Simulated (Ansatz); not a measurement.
A structure file:

```xyz
25
Lattice="-4.8272 -4.8272 0.0000 -4.8272 4.8272 0.0000 4.8272 0.0000 -6.4763" Properties=species:S:1:pos:R:3 pbc="T T T"
Sn   -2.2557    0.3697   -3.2364
Sn    2.4010    0.4518   -6.4745
Sn   -2.2556   -4.4584   -3.2358
Sn   -2.1868    0.3853   -6.4741
Sn    0.1379   -2.0640   -4.8680
Sn   -4.6432    2.7871   -1.6929
Sn    0.1843    2.7873   -4.7796
Sn   -4.6887   -2.0638   -1.6043
O    -3.7952    1.7743   -3.2686
O     0.9325    1.8663   -6.4743
O    -3.7943   -3.0528   -3.2038
O     0.9399   -3.1800   -6.4741
O    -0.7235   -1.0370   -3.2560
O    -0.6131    4.0329   -6.4752
O    -5.5504   -1.0372   -3.2162
O    -0.6979   -1.0470   -6.4742
O    -3.1294   -0.6110   -4.8636
O    -3.1462   -0.6416   -1.5980
O     1.6815   -0.6418   -4.8745
O    -3.1299    4.2163   -1.6083
O    -1.3807    1.4214   -4.8622
O    -1.4372    1.3817   -1.6029
O    -1.4365   -3.4463   -4.8695
O    -6.2076    1.4205   -1.6099
H     0.0000    0.0000    0.0000
```

> Summarise the structure in words.

Formula: Sn8HO16. It has 25 atoms to the cell (8 Sn, 1 H, 16 O). The polyhedra are SnO6 octahedra; they share corners and edges. The Sn atoms are each bonded to six O in a distorted octahedral arrangement at 2.04 to 2.25 Å. The neighbours of H is one O at 1.00 Å. The bonds build a three-dimensional framework.

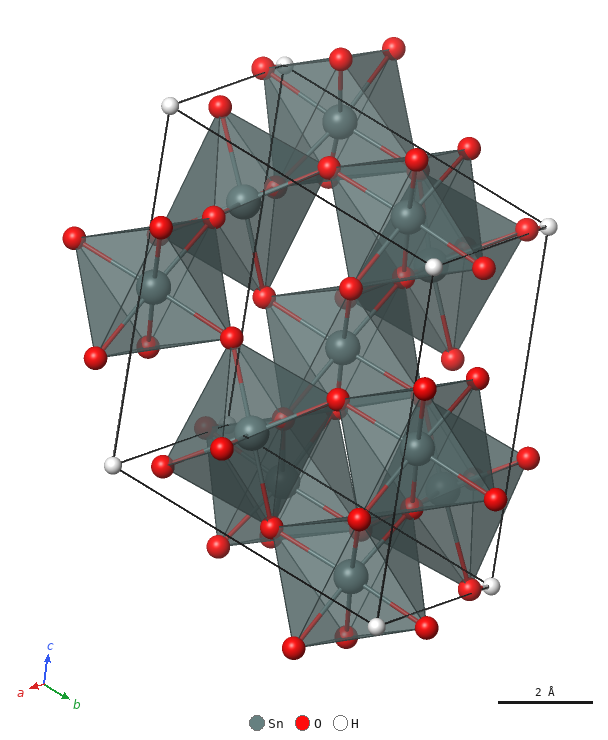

Polyhedral drawing of the structure, looking slightly off an axis. The simulation cell is outlined; an atom on or near a face, edge or corner is repeated at each equivalent position. A few atoms beyond the faces are included. Colours: tin teal, hydrogen white, oxygen red.

Starting structure: a structure listed in the Materials Project, repeated into a supercell with a point defect put in. The atoms were relaxed in a fixed cell with Ansatz, DFT PBE, scalar-relativistic, plane waves, PAW.
